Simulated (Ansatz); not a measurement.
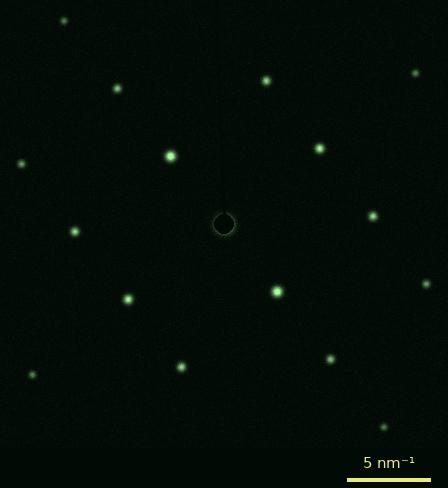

Computed electron diffraction pattern, 120 kV, single scattering only, B = 0.5 Å².

It belongs to Ni, space group Im-3m (No. 229), a = 2.72 Å. Structure: the input geometry of an electronic-structure calculation (not necessarily at equilibrium); the starting structure was generated, so it need not be a known form of this composition.

```
Ni
1.0
     2.72272    0.00000    0.00000
     0.00000    2.72272    0.00000
     0.00000    0.00000    2.72272
Ni
2
Cartesian
  0.0000 0.0000 0.0000
  1.3614 1.3614 1.3614
```

### Measure the pattern against the scale bar and name the zone.

The spots form a rectangular net whose two shortest vectors correspond to d = 1.93 Å and 1.36 Å, 90.0° apart. They index as 1 -1 0 and 0 0 2, so the zone axis is ±[110] (or an equivalent direction of <110>).

### List the strongest reflections.

Strongest reflections with d > 0.80 Å, one of each family (|F|² from tabulated Gaussian fits of the electron scattering factors, times a small damping for the curvature of the Ewald sphere):

| hkl | d (Å) | I (strongest = 100) |
| --- | --- | --- |
| 1 -1 0 | 1.925 | 100 |
| 0 0 2 | 1.361 | 48 |
| 1 -1 2 | 1.112 | 29 |
| 2 -2 0 | 0.963 | 19 |
